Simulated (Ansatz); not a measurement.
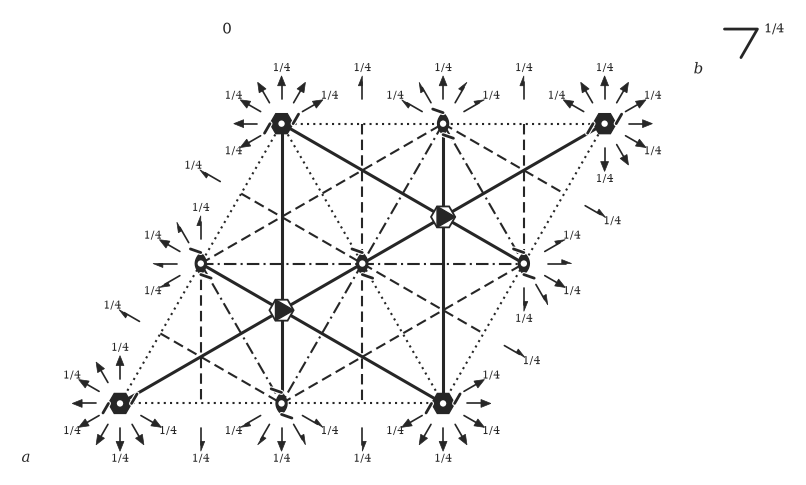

Symmetry elements of a space group, projected down c, computed from the operations of a computed or model structure of composition Ni, which need not be its known form.

Symbols follow the International Tables: origin at the upper left, the third axis towards the viewer; heavy, dashed, dotted, dash-dotted and dash-dot-dot lines are mirror, in-plane glide, out-of-plane glide, diagonal (n; with arrows d) and double (e) glide planes seen edge on; arrows at the rim are 2 (full head) and 2₁ (half head) axes in the plane; the corner sign is a plane parallel to the page; fractions are heights. Handed screw axes carry their printed symbol instead of tails.

> Identify the space group.

P6_3/mmc (No. 194); primitive hexagonal, point group 6/mmm, 24 general positions a cell.

> List the elements shown.

−6 axes along c at (1/3, 2/3), (2/3, 1/3); 6₃ axes along c at (0, 0); 2₁ axes along c at (0, 1/2), (1/2, 0), (1/2, 1/2); inversion centres at (0, 0), (0, 1/2), (1/2, 0), (1/2, 1/2); mirror planes holding c and [1 2 0] or [2 1 0] or [−1 1 0]; in-plane glide planes holding c and [1 2 0] or [2 1 0] or [−1 1 0]; c glide planes normal to a*, at x = 0; n glide planes normal to a*, at x = 1/2; c glide planes normal to b*, at y = 0; n glide planes normal to b*, at y = 1/2; c glide planes holding c and [1 1 0]; diagonal glide planes holding c and [1 1 0]; a mirror plane normal to c at height 1/4; 2 axes along [1 1 0] at height 0; 2 axes along [1 2 0] at height 1/4; 2 axes along [2 1 0] at height 1/4; 2 axes along [−1 1 0] at height 1/4; 2 axes along a at height 0; 2 axes along b at height 0; 2₁ axes along [1 1 0] at height 0; 2₁ axes along [1 2 0] at height 1/4; 2₁ axes along [2 1 0] at height 1/4; 2₁ axes along [−1 1 0] at height 1/4; 2₁ axes along a at height 0; 2₁ axes along b at height 0. Heights repeat every half period; positions are (a, b) fractions, modulo 1.

> Write the general positions (in any order).

x, y, z; −x, −y, −z; x−y, x, z+1/2; −x+y, −x, −z+1/2; −y, x−y, z; y, −x+y, −z; −x, −y, z+1/2; x, y, −z+1/2; −x+y, −x, z; x−y, x, −z; y, −x+y, z+1/2; −y, x−y, −z+1/2; −y, −x, −z+1/2; y, x, z+1/2; −x, −x+y, −z; x, x−y, z; −x+y, y, −z+1/2; x−y, −y, z+1/2; y, x, −z; −y, −x, z; x, x−y, −z+1/2; −x, −x+y, z+1/2; x−y, −y, −z; −x+y, y, z
